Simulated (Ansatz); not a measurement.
## Electronic structure of W$_{24}$S$_{47}$ (cell charge −1, with a compensating background) (cell with a defect) in real space

W$_{24}$S$_{47}$ (cell charge −1, with a compensating background) (cell with a defect), 71 atoms, a = 11.04 Å, b = 11.04 Å, c = 14.87 Å, α = 90.00°, β = 90.00°, γ = 120.00°.

Spin-polarised.

Level of theory: DFT PBE, scalar-relativistic, plane waves, PAW (Ansatz 0.2.0).

Core electrons are frozen (PAW), and the valence fields are smoothed inside the atomic spheres.

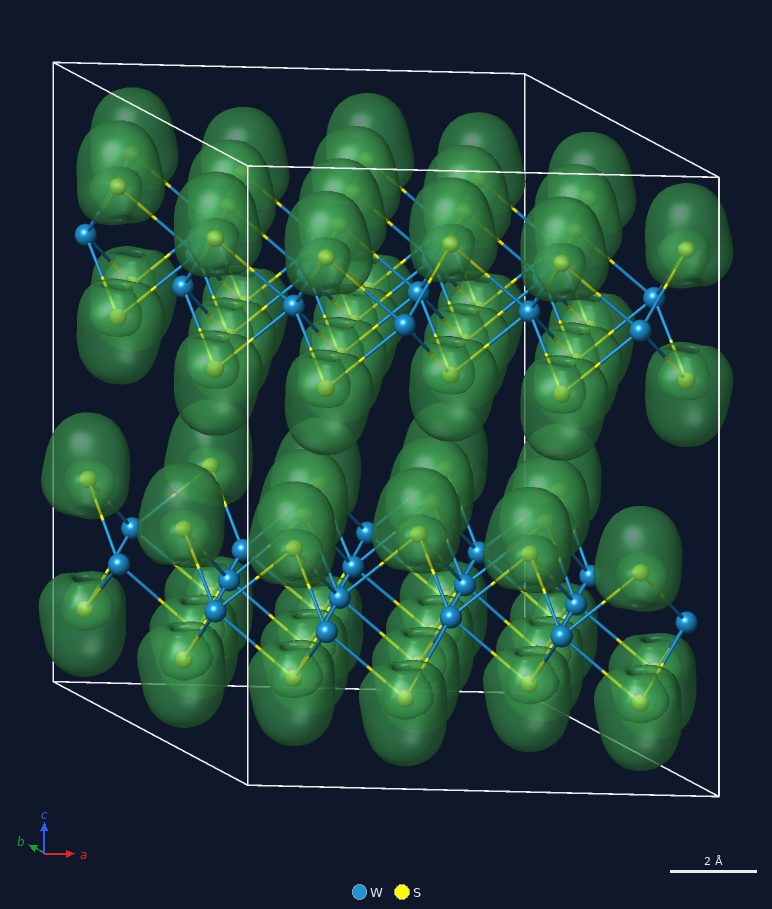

Figure 1. Isosurface of the ELF at 0.75 (green), seen slightly off an axis. Core shells and regions of very low density are left out. Sticks mark near contacts.

> What do the ELF domains correspond to?

The surface consists of 47 regions wrapped around S (the valence shell of each), counted in one cell of 71 atoms. Regions shared between cells count once. Profiles from the grid: W–S (2.39 Å): the ELF peaks at about 0.85 in the valence shell of S, 0.8 Å from its nucleus, and is about 0.50 at the midpoint. W–S (2.43 Å): the ELF peaks at about 0.85 in the valence shell of S, 0.8 Å from its nucleus, and is about 0.50 at the midpoint.

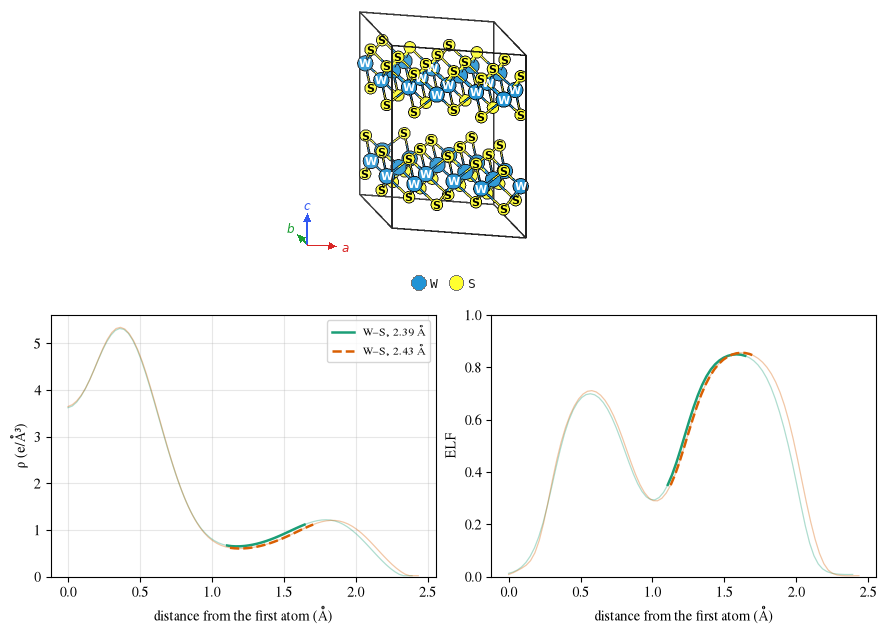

Figure 2. Valence electron density and electron localisation function along straight lines between neighbouring atoms. Thin, pale parts lie inside the atomic spheres. The structure is drawn too.

> Compare the contacts.

W–S (2.39 Å): ρ is about 0.65 e/Å³ halfway; the ELF peaks at about 0.85 in the valence shell of S, 0.8 Å from its nucleus, and is about 0.50 at the midpoint.
W–S (2.43 Å): the density is about 0.6 e/Å³ at the midpoint; the ELF peaks at about 0.85 in the valence shell of S, 0.8 Å from its nucleus, and is about 0.50 at the midpoint.

> Metal or insulator at this level of theory?

It is metallic or semimetallic at this level of theory: no gap opens.
